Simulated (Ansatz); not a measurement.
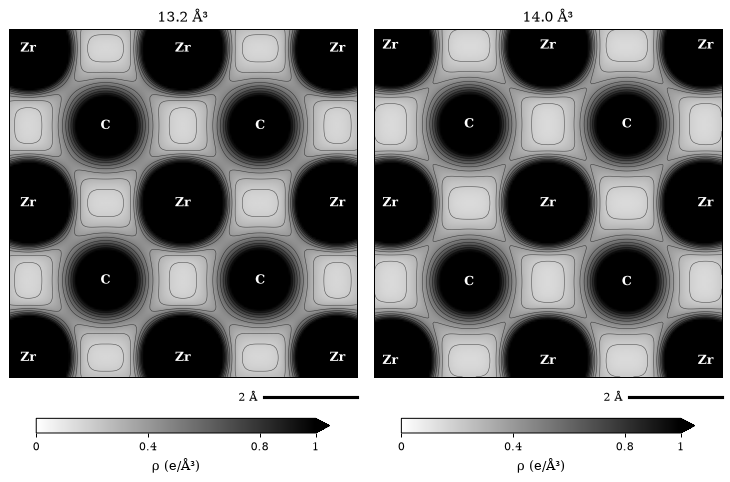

ZrC. The valence pseudo-density of cells scaled evenly to different volumes (given per atom above each panel), on the (101) plane of each (indices in the axes of the cell below), at one length scale and on one colour scale.

All numbers below come from Kohn-Sham DFT of a periodic cell, r2SCAN with rVV10, Ansatz PAW in Ansatz.

The density is the valence pseudo-density of a PAW calculation; it isn't the true density close to the nuclei.

The largest cell:

```cif
data_structure
_symmetry_space_group_name_H-M 'P 1'
_symmetry_Int_Tables_number 1
_cell_length_a 3.4102
_cell_length_b 3.4102
_cell_length_c 3.4102
_cell_angle_alpha 60.000
_cell_angle_beta 60.000
_cell_angle_gamma 60.000
_cell_volume 28.04
loop_
_atom_site_label
_atom_site_type_symbol
_atom_site_fract_x
_atom_site_fract_y
_atom_site_fract_z
_atom_site_occupancy
Zr1 Zr 0.50000 0.50000 0.50000 1
C1 C 0.00000 0.00000 0.00000 1
```

| volume (Å³/atom) | Zr–C contact in the plane (Å) | ρ at its midpoint (e/Å³) | pressure (GPa) | 
| --- | --- | --- | --- |
| 13.23 | 2.365 | 0.442 | −3.8 | 
| 13.76 | 2.396 | ? | ? | 
| 14.02 | 2.411 | 0.406 | −15.1 | 

Q: Estimate the missing row, and compare with the calculation.

A: Over the known rows ln ρ falls by 1.85 per Å of Zr–C distance (the line through the two), which gives 0.417 e/Å³ at 2.396 Å; the calculation gives 0.418 e/Å³. For the pressure, a straight line in volume between the neighbouring rows gives −11.4 GPa; the calculation gives −11.7, lower because pressure rises ever faster on compression.
